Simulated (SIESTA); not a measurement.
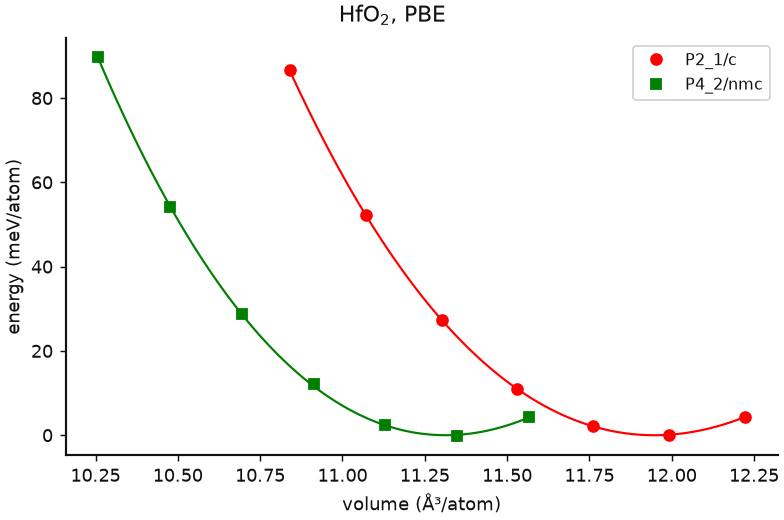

The plot gives the computed energy against volume, with one curve for each structure, for HfO₂. Each energy curve has its own zero, so the curves don't rank the structures.

Calculation (SIESTA 5.4.2): DFT in numerical atomic orbitals with pseudopotentials, no spin polarisation; energies at scaled volumes of the given cell, shape and fractions fixed, counted from the fit's minimum, third-order Birch-Murnaghan fit. Level: PBE.

occupations Fermi–Dirac; smearing width 0.05 eV.

Settings that differ: P2_1/c: k mesh 5×5×5, potentials PseudoDojo-0.4-standard,-converted-to PSML,-two-zetas-on-semicore-shells; P4_2/nmc: k mesh 6×6×4, potentials SG15-1.2,-converted-to-PSML,-two-zetas-o semicore-shells-or-PseudoDojo-by-element.

> Order the curves by fitted equilibrium volume, smallest first.

P4_2/nmc 11.313, P2_1/c 11.947 Å³/atom.

> Order the curves by fitted bulk modulus, smallest first.

P2_1/c 227.9, P4_2/nmc 247.3 GPa.

Limits of the calculation: mulliken charges of long orbitals (P2_1/c); short basis over semicore shells (P2_1/c); shape and atomic fractions are frozen while scaling, which makes layered, chain and framework solids too stiff.
